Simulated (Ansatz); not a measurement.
**Ni: geometry relaxation (part 4 of 4)**

Continued. System: Ni (interface cell, 20 atoms in the cell). Method: DFT PBEsol, scalar-relativistic, plane waves, PAW, spin-polarised (Ansatz 0.2.0); cutoff 420 eV, 10×10×3 k-mesh, Gaussian smearing of 0.1 eV, collinear spins. The structure derives from an entry of the Crystallography Open Database. It belongs to a series of runs on one base structure; here: symmetric tilt boundary Sigma 5 (2 1 0), mirror between planes, shift [0.5, 0].

Geometry of the input (Å; fractional positions):
```
3.4631  0.0000  0.0000
-1.7316  3.8719  0.0000
0.0000  0.0000  15.7877
Ni 0.4000  0.8000  0.0736
Ni 0.2000  0.4000  0.2698
Ni 0.7000  0.4000  0.0245
Ni 0.5000  0.0000  0.2207
Ni 0.9000  0.8000  0.3188
Ni 0.8000  0.6000  0.1717
Ni 0.6000  0.2000  0.3679
Ni 0.1000  0.2000  0.1226
Ni 0.3000  0.6000  0.4169
Ni 1.0000  1.0000  0.4660
Ni 0.9000  0.8000  0.9169
Ni 0.7000  0.4000  0.7207
Ni 0.2000  0.4000  0.9660
Ni 1.0000  0.0000  0.7698
Ni 0.4000  0.8000  0.6717
Ni 0.3000  0.6000  0.8188
Ni 0.1000  0.2000  0.6226
Ni 0.6000  0.2000  0.8679
Ni 0.8000  0.6000  0.5736
Ni 0.5000  1.0000  0.5245
```

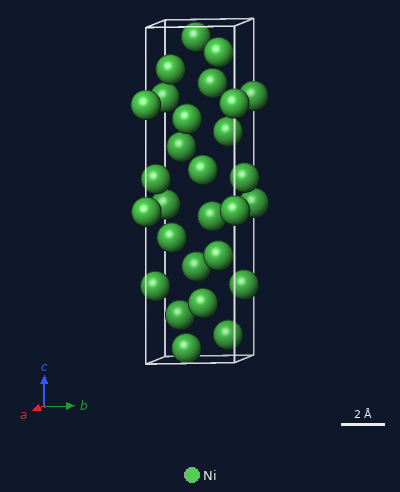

The geometry at step 4 of the log (spheres-only view of the cell of the calculation, seen slightly off an axis).

**Output, continued**
```
--- Relaxed structure (5 steps of the walk, 5 accepted, 1 SCFs on fresh bases) ---
  F+E_penalty+E_count = -116096.46611644 eV   max|allowed force component| = 2.308e-3 eV/Å   (the final SCF, on the basis selected at the relaxed cell)
  cell:  # Å, volume = 214.4612 Å³
    - [3.4631454478, 1.9249132573001867e-114, 0.0]
    - [-1.7315727239, 3.8719143186, 0.0]
    - [0.0, 0.0, 15.993823416969624]
  atoms:
    - { symbol: Ni, position: [0.3999173710806279, 0.7998347421612558, 0.06968825592451393] }
    - { symbol: Ni, position: [0.20015246406093404, 0.4003049281218681, 0.2700479387383245] }
    - { symbol: Ni, position: [0.6968275452994546, 0.3936550905989092, 0.038272472515662063] }
    - { symbol: Ni, position: [0.499847535939066, -0.0003049281218680116, 0.22045096836167552] }
    - { symbol: Ni, position: [0.8987453620576272, 0.7974907241152545, 0.31661535230130133] }
    - { symbol: Ni, position: [0.8012546379423727, 0.6025092758847455, 0.1738835547986987] }
    - { symbol: Ni, position: [0.6041694983030206, 0.20833899660604105, 0.366354873477099] }
    - { symbol: Ni, position: [0.0958305016969795, 0.191661003393959, 0.12414403362290109] }
    - { symbol: Ni, position: [0.3000826289193721, 0.6001652578387442, 0.4208106511754861] }
    - { symbol: Ni, position: [1.0031724547005454, 1.0063449094010908, 0.452226434584338] }
    - { symbol: Ni, position: [0.8999173710806279, 0.7998347421612558, 0.9208106511754861] }
    - { symbol: Ni, position: [0.700152464060934, 0.4003049281218681, 0.7204509683616754] }
    - { symbol: Ni, position: [0.1968275452994546, 0.3936550905989092, 0.9522264345843382] }
    - { symbol: Ni, position: [0.999847535939066, -0.0003049281218680116, 0.7700479387383247] }
    - { symbol: Ni, position: [0.39874536205762723, 0.7974907241152545, 0.6738835547986988] }
    - { symbol: Ni, position: [0.3012546379423727, 0.6025092758847455, 0.8166153523013014] }
    - { symbol: Ni, position: [0.10416949830302052, 0.20833899660604105, 0.6241440336229012] }
    - { symbol: Ni, position: [0.5958305016969795, 0.191661003393959, 0.866354873477099] }
    - { symbol: Ni, position: [0.8000826289193721, 0.6001652578387442, 0.569688255924514] }
    - { symbol: Ni, position: [0.5031724547005454, 1.0063449094010908, 0.5382724725156621] }
--- Löwdin populations: 20 sites ---
  site symbol       q [e]    m [muB]
     0     Ni     17.7683     0.6632
     1     Ni     17.7741     0.6536
     2     Ni     17.8081     0.6742
     3     Ni     17.7741     0.6536
     4     Ni     17.7745     0.6265
     5     Ni     17.7745     0.6265
     6     Ni     17.7982     0.6230
     7     Ni     17.7982     0.6230
     8     Ni     17.7683     0.6632
     9     Ni     17.8081     0.6742
    10     Ni     17.7683     0.6632
    11     Ni     17.7741     0.6536
    12     Ni     17.8081     0.6742
    13     Ni     17.7741     0.6536
    14     Ni     17.7745     0.6265
    15     Ni     17.7745     0.6265
    16     Ni     17.7982     0.6230
    17     Ni     17.7982     0.6230
    18     Ni     17.7683     0.6632
    19     Ni     17.8081     0.6742
  spilling = 0.011964 (of n_electrons = 360.000000)
```

**File populations.tsv**
```
# site	symbol	l	j	q_up	q_dn
# orbitals = lowdin
# n_electrons = 360.000000
# spilling = 0.011964
0	Ni	0_3S	-	0.998148	0.998210
0	Ni	0_4S	-	0.466270	0.475123
0	Ni	1_3P	-	2.999025	2.998979
0	Ni	2_3D	-	4.752334	4.080255
1	Ni	0_3S	-	0.997807	0.997879
1	Ni	0_4S	-	0.471314	0.480391
1	Ni	1_3P	-	2.998982	2.998945
1	Ni	2_3D	-	4.745761	4.083054
2	Ni	0_3S	-	0.997170	0.997258
2	Ni	0_4S	-	0.484562	0.495980
2	Ni	1_3P	-	2.998483	2.998412
2	Ni	2_3D	-	4.760898	4.075304
3	Ni	0_3S	-	0.997807	0.997879
3	Ni	0_4S	-	0.471314	0.480391
3	Ni	1_3P	-	2.998982	2.998945
3	Ni	2_3D	-	4.745761	4.083054
4	Ni	0_3S	-	0.997710	0.997780
4	Ni	0_4S	-	0.468712	0.479128
4	Ni	1_3P	-	2.998952	2.998904
4	Ni	2_3D	-	4.735121	4.098183
5	Ni	0_3S	-	0.997710	0.997780
5	Ni	0_4S	-	0.468712	0.479128
5	Ni	1_3P	-	2.998952	2.998904
5	Ni	2_3D	-	4.735121	4.098183
6	Ni	0_3S	-	0.997836	0.997904
6	Ni	0_4S	-	0.474655	0.486773
6	Ni	1_3P	-	2.998928	2.998858
6	Ni	2_3D	-	4.739187	4.104023
7	Ni	0_3S	-	0.997836	0.997904
7	Ni	0_4S	-	0.474655	0.486773
7	Ni	1_3P	-	2.998928	2.998858
7	Ni	2_3D	-	4.739187	4.104023
8	Ni	0_3S	-	0.998148	0.998210
8	Ni	0_4S	-	0.466270	0.475123
8	Ni	1_3P	-	2.999025	2.998979
8	Ni	2_3D	-	4.752334	4.080255
9	Ni	0_3S	-	0.997170	0.997258
9	Ni	0_4S	-	0.484562	0.495980
9	Ni	1_3P	-	2.998483	2.998412
9	Ni	2_3D	-	4.760898	4.075304
10	Ni	0_3S	-	0.998148	0.998210
10	Ni	0_4S	-	0.466270	0.475123
10	Ni	1_3P	-	2.999025	2.998979
10	Ni	2_3D	-	4.752334	4.080255
11	Ni	0_3S	-	0.997807	0.997879
11	Ni	0_4S	-	0.471314	0.480391
11	Ni	1_3P	-	2.998982	2.998945
11	Ni	2_3D	-	4.745761	4.083054
12	Ni	0_3S	-	0.997170	0.997258
12	Ni	0_4S	-	0.484562	0.495980
12	Ni	1_3P	-	2.998483	2.998412
12	Ni	2_3D	-	4.760898	4.075304
13	Ni	0_3S	-	0.997807	0.997879
13	Ni	0_4S	-	0.471314	0.480391
13	Ni	1_3P	-	2.998982	2.998945
13	Ni	2_3D	-	4.745761	4.083054
14	Ni	0_3S	-	0.997710	0.997780
14	Ni	0_4S	-	0.468712	0.479128
14	Ni	1_3P	-	2.998952	2.998904
14	Ni	2_3D	-	4.735121	4.098183
15	Ni	0_3S	-	0.997710	0.997780
15	Ni	0_4S	-	0.468712	0.479128
15	Ni	1_3P	-	2.998952	2.998904
15	Ni	2_3D	-	4.735121	4.098183
16	Ni	0_3S	-	0.997836	0.997904
16	Ni	0_4S	-	0.474655	0.486773
16	Ni	1_3P	-	2.998928	2.998858
16	Ni	2_3D	-	4.739187	4.104023
17	Ni	0_3S	-	0.997836	0.997904
17	Ni	0_4S	-	0.474655	0.486773
17	Ni	1_3P	-	2.998928	2.998858
17	Ni	2_3D	-	4.739187	4.104023
18	Ni	0_3S	-	0.998148	0.998210
18	Ni	0_4S	-	0.466270	0.475123
18	Ni	1_3P	-	2.999025	2.998979
18	Ni	2_3D	-	4.752334	4.080255
19	Ni	0_3S	-	0.997170	0.997258
19	Ni	0_4S	-	0.484562	0.495980
19	Ni	1_3P	-	2.998483	2.998412
19	Ni	2_3D	-	4.760898	4.075304
```

**Trajectory as extended XYZ (Å, eV, eV/Å), 6 frames, from step=1 to step=6**
```
20
Lattice="3.4631 0.0000 0.0000 -1.7316 3.8719 0.0000 0.0000 0.0000 15.7877" Properties=species:S:1:pos:R:3:forces:R:3 step=1 energy=-116094.44472 pressure_GPa=8.61
Ni    0.0000    3.0975    1.1616    0.0000   0.7224   0.0608
Ni    0.0000    1.5488    4.2591    0.0000   0.0113  -0.0315
Ni    1.7316    1.5488    0.3872    0.0000  -0.6300   4.7032
Ni    1.7316    0.0000    3.4847    0.0000  -0.0113   0.0315
Ni    1.7316    3.0975    5.0335    0.0000  -0.0345  -0.0173
Ni    1.7316    2.3231    2.7103    0.0000   0.0345   0.0173
Ni    1.7316    0.7744    5.8079    0.0000   0.1435   0.1933
Ni    0.0000    0.7744    1.9360    0.0000  -0.1435  -0.1933
Ni    0.0000    2.3231    6.5823    0.0000  -0.7224  -0.0608
Ni    1.7316    3.8719    7.3566    0.0000   0.6300  -4.7032
Ni    1.7316    3.0975   14.4761    0.0000   0.7224  -0.0608
Ni    1.7316    1.5488   11.3786    0.0000   0.0113   0.0315
Ni    0.0000    1.5488   15.2505    0.0000  -0.6300  -4.7032
Ni    3.4631    0.0000   12.1529    0.0000  -0.0113  -0.0315
Ni    0.0000    3.0975   10.6042    0.0000  -0.0345   0.0173
Ni    0.0000    2.3231   12.9273    0.0000   0.0345  -0.0173
Ni    0.0000    0.7744    9.8298    0.0000   0.1435  -0.1933
Ni    1.7316    0.7744   13.7017    0.0000  -0.1435   0.1933
Ni    1.7316    2.3231    9.0554    0.0000  -0.7224   0.0608
Ni    0.0000    3.8719    8.2810    0.0000   0.6300   4.7032
20
Lattice="3.4631 0.0000 0.0000 -1.7316 3.8719 0.0000 0.0000 0.0000 15.8567" Properties=species:S:1:pos:R:3:forces:R:3 step=2 energy=-116095.71245 pressure_GPa=5.28
Ni    0.0000    3.0960    1.1617    0.0000   0.3908  -0.0896
Ni    0.0000    1.5486    4.2776    0.0000   0.0076  -0.0249
Ni    1.7316    1.5385    0.4712    0.0000  -0.3135   2.7474
Ni    1.7316    0.0001    3.5001    0.0000  -0.0076   0.0249
Ni    1.7316    3.0956    5.0429    0.0000  -0.0396  -0.0080
Ni    1.7316    2.3250    2.7348    0.0000   0.0396   0.0080
Ni    1.7316    0.7821    5.8286    0.0000   0.1215   0.1160
Ni    0.0000    0.7667    1.9491    0.0000  -0.1215  -0.1160
Ni    0.0000    2.3247    6.6160    0.0000  -0.3908   0.0896
Ni    1.7316    3.8822    7.3065    0.0000   0.3135  -2.7474
Ni    1.7316    3.0960   14.5444    0.0000   0.3908   0.0896
Ni    1.7316    1.5486   11.4284    0.0000   0.0076   0.0249
Ni    0.0000    1.5385   15.2348    0.0000  -0.3135  -2.7474
Ni    3.4631    0.0001   12.2060    0.0000  -0.0076  -0.0249
Ni    0.0000    3.0956   10.6631    0.0000  -0.0396   0.0080
Ni    0.0000    2.3250   12.9713    0.0000   0.0396  -0.0080
Ni    0.0000    0.7821    9.8775    0.0000   0.1215  -0.1160
Ni    1.7316    0.7667   13.7570    0.0000  -0.1215   0.1160
Ni    1.7316    2.3247    9.0900    0.0000  -0.3908  -0.0896
Ni    0.0000    3.8822    8.3996    0.0000   0.3135   2.7474
20
Lattice="3.4631 0.0000 0.0000 -1.7316 3.8719 0.0000 0.0000 0.0000 15.9625" Properties=species:S:1:pos:R:3:forces:R:3 step=3 energy=-116096.44393 pressure_GPa=2.32
Ni    0.0000    3.0962    1.1374    0.0000   0.0872  -0.0993
Ni    0.0000    1.5484    4.3079    0.0000  -0.0082  -0.0033
Ni    1.7316    1.5331    0.5955    0.0000  -0.0428   0.1827
Ni    1.7316    0.0004    3.5217    0.0000   0.0082   0.0033
Ni    1.7316    3.0889    5.0624    0.0000  -0.0545  -0.1143
Ni    1.7316    2.3317    2.7672    0.0000   0.0545   0.1143
Ni    1.7316    0.7961    5.8668    0.0000   0.1060  -0.1267
Ni    0.0000    0.7526    1.9628    0.0000  -0.1060   0.1267
Ni    0.0000    2.3245    6.6922    0.0000  -0.0872   0.0993
Ni    1.7316    3.8875    7.2341    0.0000   0.0428  -0.1827
Ni    1.7316    3.0962   14.6734    0.0000   0.0872   0.0993
Ni    1.7316    1.5484   11.5029    0.0000  -0.0082   0.0033
Ni    0.0000    1.5331   15.2153    0.0000  -0.0428  -0.1827
Ni    3.4631    0.0004   12.2891    0.0000   0.0082  -0.0033
Ni    0.0000    3.0889   10.7484    0.0000  -0.0545   0.1143
Ni    0.0000    2.3317   13.0436    0.0000   0.0545  -0.1143
Ni    0.0000    0.7961    9.9440    0.0000   0.1060   0.1267
Ni    1.7316    0.7526   13.8480    0.0000  -0.1060  -0.1267
Ni    1.7316    2.3245    9.1186    0.0000  -0.0872  -0.0993
Ni    0.0000    3.8875    8.5767    0.0000   0.0428   0.1827
20
Lattice="3.4631 0.0000 0.0000 -1.7316 3.8719 0.0000 0.0000 0.0000 16.0118" Properties=species:S:1:pos:R:3:forces:R:3 step=4 energy=-116096.46404 pressure_GPa=1.47
Ni    0.0000    3.0947    1.1156    0.0000   0.0137   0.0058
Ni    0.0000    1.5514    4.3249    0.0000  -0.0095  -0.0070
Ni    1.7316    1.5226    0.6150    0.0000  -0.0054  -0.0222
Ni    1.7316   -0.0026    3.5289    0.0000   0.0095   0.0070
Ni    1.7316    3.0877    5.0693    0.0000   0.0065  -0.0034
Ni    1.7316    2.3330    2.7844    0.0000  -0.0065   0.0034
Ni    1.7316    0.8059    5.8594    0.0000   0.0041   0.0415
Ni    0.0000    0.7429    1.9944    0.0000  -0.0041  -0.0415
Ni    0.0000    2.3260    6.7382    0.0000  -0.0137  -0.0058
Ni    1.7316    3.8981    7.2388    0.0000   0.0054   0.0222
Ni    1.7316    3.0947   14.7440    0.0000   0.0137  -0.0058
Ni    1.7316    1.5514   11.5348    0.0000  -0.0095   0.0070
Ni    0.0000    1.5226   15.2447    0.0000  -0.0054   0.0222
Ni    3.4631   -0.0026   12.3308    0.0000   0.0095  -0.0070
Ni    0.0000    3.0877   10.7903    0.0000   0.0065   0.0034
Ni    0.0000    2.3330   13.0752    0.0000  -0.0065  -0.0034
Ni    0.0000    0.8059   10.0003    0.0000   0.0041  -0.0415
Ni    1.7316    0.7429   13.8653    0.0000  -0.0041   0.0415
Ni    1.7316    2.3260    9.1215    0.0000  -0.0137   0.0058
Ni    0.0000    3.8981    8.6209    0.0000   0.0054  -0.0222
20
Lattice="3.4631 0.0000 0.0000 -1.7316 3.8719 0.0000 0.0000 0.0000 15.9938" Properties=species:S:1:pos:R:3:forces:R:3 step=5 energy=-116096.46514 pressure_GPa=1.68
Ni    0.0000    3.0969    1.1146    0.0000   0.0016  -0.0004
Ni    0.0000    1.5499    4.3191    0.0000  -0.0001  -0.0004
Ni    1.7316    1.5242    0.6121    0.0000  -0.0002  -0.0005
Ni    1.7316   -0.0012    3.5259    0.0000   0.0001   0.0004
Ni    1.7316    3.0878    5.0639    0.0000  -0.0009  -0.0004
Ni    1.7316    2.3329    2.7811    0.0000   0.0009   0.0004
Ni    1.7316    0.8067    5.8594    0.0000   0.0023   0.0001
Ni    0.0000    0.7421    1.9855    0.0000  -0.0023  -0.0001
Ni    0.0000    2.3238    6.7304    0.0000  -0.0016   0.0004
Ni    1.7316    3.8965    7.2328    0.0000   0.0002   0.0005
Ni    1.7316    3.0969   14.7273    0.0000   0.0016   0.0004
Ni    1.7316    1.5499   11.5228    0.0000  -0.0001   0.0004
Ni    0.0000    1.5242   15.2297    0.0000  -0.0002   0.0005
Ni    3.4631   -0.0012   12.3160    0.0000   0.0001  -0.0004
Ni    0.0000    3.0878   10.7780    0.0000  -0.0009   0.0004
Ni    0.0000    2.3329   13.0608    0.0000   0.0009  -0.0004
Ni    0.0000    0.8067    9.9824    0.0000   0.0023  -0.0001
Ni    1.7316    0.7421   13.8563    0.0000  -0.0023   0.0001
Ni    1.7316    2.3238    9.1115    0.0000  -0.0016  -0.0004
Ni    0.0000    3.8965    8.6090    0.0000   0.0002  -0.0005
20
Lattice="3.4631 0.0000 0.0000 -1.7316 3.8719 0.0000 0.0000 0.0000 15.9938" Properties=species:S:1:pos:R:3:forces:R:3 step=6 energy=-116096.46612 pressure_GPa=1.67
Ni    0.0000    3.0969    1.1146    0.0000   0.0016  -0.0004
Ni    0.0000    1.5499    4.3191    0.0000  -0.0001  -0.0004
Ni    1.7316    1.5242    0.6121    0.0000  -0.0002  -0.0005
Ni    1.7316   -0.0012    3.5259    0.0000   0.0001   0.0004
Ni    1.7316    3.0878    5.0639    0.0000  -0.0009  -0.0004
Ni    1.7316    2.3329    2.7811    0.0000   0.0009   0.0004
Ni    1.7316    0.8067    5.8594    0.0000   0.0023   0.0002
Ni    0.0000    0.7421    1.9855    0.0000  -0.0023  -0.0002
Ni    0.0000    2.3238    6.7304    0.0000  -0.0016   0.0004
Ni    1.7316    3.8965    7.2328    0.0000   0.0002   0.0005
Ni    1.7316    3.0969   14.7273    0.0000   0.0016   0.0004
Ni    1.7316    1.5499   11.5228    0.0000  -0.0001   0.0004
Ni    0.0000    1.5242   15.2297    0.0000  -0.0002   0.0005
Ni    3.4631   -0.0012   12.3160    0.0000   0.0001  -0.0004
Ni    0.0000    3.0878   10.7780    0.0000  -0.0009   0.0004
Ni    0.0000    2.3329   13.0608    0.0000   0.0009  -0.0004
Ni    0.0000    0.8067    9.9824    0.0000   0.0023  -0.0002
Ni    1.7316    0.7421   13.8563    0.0000  -0.0023   0.0002
Ni    1.7316    2.3238    9.1115    0.0000  -0.0016  -0.0004
Ni    0.0000    3.8965    8.6090    0.0000   0.0002  -0.0005
```

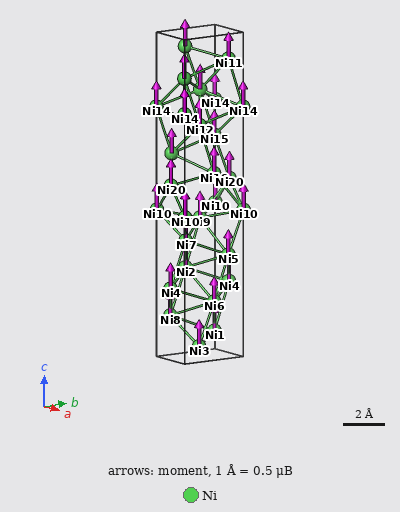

Magnetic moments of the sites as pink arrows (ball-and-stick view of the cell of the calculation, seen slightly off an axis; atoms are numbered from 1 in the order of the input); small moments hardly show. The run is collinear, so the axis drawn is arbitrary. Site moments: Ni3, Ni10, Ni13, Ni20 (0.68 μB); Ni1, Ni9, Ni11, Ni19 (0.67 μB); Ni2, Ni4, Ni12, Ni14 (0.66 μB); Ni5, Ni6, Ni15, Ni16 (0.64 μB); Ni7, Ni8, Ni17, Ni18 (0.63 μB). They are counted near the atoms and needn't add up to the moment of the cell.

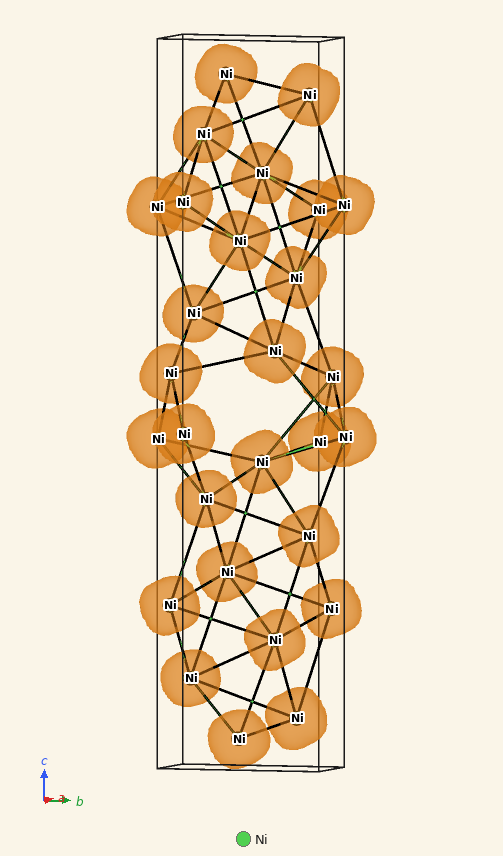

Isosurfaces of the spin density at +0.1 (orange) and −0.1 e/Å³ (purple), seen at an oblique angle. Sticks mark near contacts. The outline is the calculation cell. The cell of the calculation (20 atoms) carries 12.4 μB net. Only one sign reaches the isovalue. The fields are those of the smooth PAW valence density.

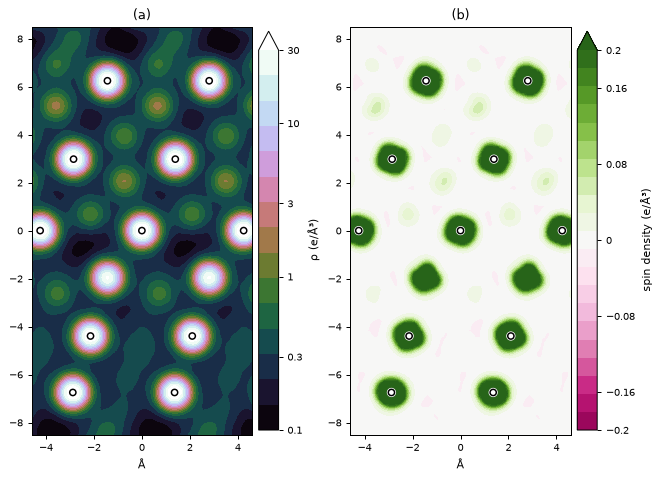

(a) valence pseudo-density; (b) magnetisation density (up minus down) on the (101̄) plane of the calculation cell. Circles mark the nuclei in the plane (Ni). The section cuts through Ni sites. Ni–Ni (2.47 Å): ρ is about 0.34 e/Å³ halfway. Away from the nuclei the density in this plane falls to 0.1 e/Å³ at its lowest. The cell of the calculation (20 atoms) carries 12.4 μB net.

**Key numbers**

```json
{"quantity": "outcome", "value": "converged"}
{"quantity": "electrons treated", "value": "360"}
{"quantity": "free energy", "value": "−116096.4661 eV"}
{"quantity": "Fermi energy", "value": "18.326 eV"}
{"quantity": "gap on the k-point mesh", "value": "none (metallic)"}
{"quantity": "net moment of the cell", "value": "12.44 μB"}
{"quantity": "integrated absolute moment", "value": "13.99 μB"}
{"quantity": "final volume", "value": "214.46 Å³"}
{"quantity": "largest force (length of the vector) at the end", "value": "0.002 eV/Å"}
{"quantity": "wall time", "value": "20 min (CPU time 78 min)"}
{"quantity": "peak memory", "value": "4.1 GiB"}
```
